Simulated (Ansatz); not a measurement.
```cif
data_structure
_symmetry_space_group_name_H-M 'P 1'
_symmetry_Int_Tables_number 1
_cell_length_a 4.0060
_cell_length_b 4.0060
_cell_length_c 4.0060
_cell_angle_alpha 90.000
_cell_angle_beta 90.000
_cell_angle_gamma 90.000
_cell_volume 64.29
loop_
_atom_site_label
_atom_site_type_symbol
_atom_site_fract_x
_atom_site_fract_y
_atom_site_fract_z
_atom_site_occupancy
Ba1 Ba 0.50000 0.50000 0.50000 1
Ti1 Ti 0.00000 0.00000 0.00000 1
O1 O 0.50000 0.00000 0.00000 1
O2 O 0.00000 0.50000 0.00000 1
O3 O 0.00000 0.00000 0.50000 1
```

Space group Pm-3m.

Level of theory: DFT PBE, scalar-relativistic, plane waves, PAW in Ansatz.

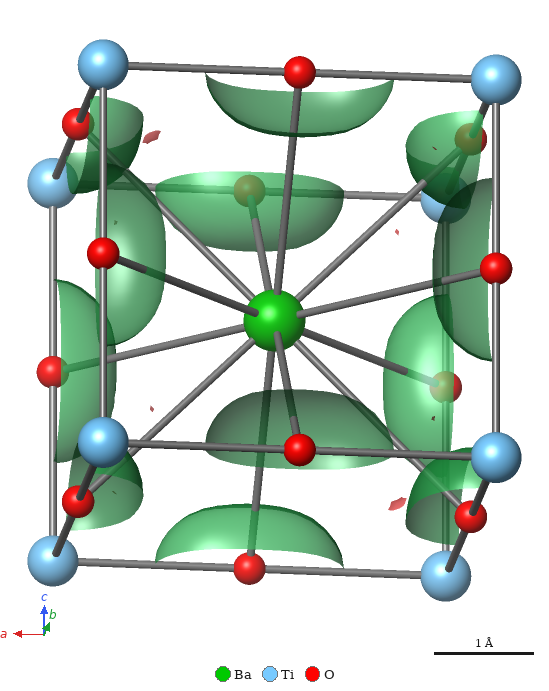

BaTiO3. Deformation density (self-consistent density less superposed neutral spherical atoms): green surfaces at +0.1 and red ones at −0.1 e/Å³, in the conventional cell seen at an oblique angle (the regions close to the nuclei are left out). Cores are masked to 1.0 Å (Ba), 1.0 Å (Ti) and 0.6 Å (O).

Core electrons are frozen (PAW), so the fields are smoothed inside the atomic spheres.

> Read the map: where is density gained and where lost?

O–Ti (2.00 Å): Δρ is +0.09 e/Å³ at the midpoint (inside or at the edge of a masked core, so read it with care).
Ba–O (2.83 Å): Δρ is −0.007 e/Å³ at the midpoint, so little or no bond charge builds up halfway.
Ba–Ti (3.47 Å): Δρ is −0.04 e/Å³ at the midpoint.
Over the whole cell, outside the masked cores, the largest gain, 0.2 e/Å³, lies 0.7 Å from an oxygen nucleus and 1.3 Å from a titanium one, and the largest loss lies at the edge of the masked core of Ti.
The rearranged charge, half the integral of |Δρ|, is about 0.25 e an atom.
Bader charges: Ba +1.53, Ti +2.22 and O −1.25 e.

> Metal or insulator at this level?

It is gapped, with a Kohn–Sham gap of 1.8 eV on the k-point mesh.
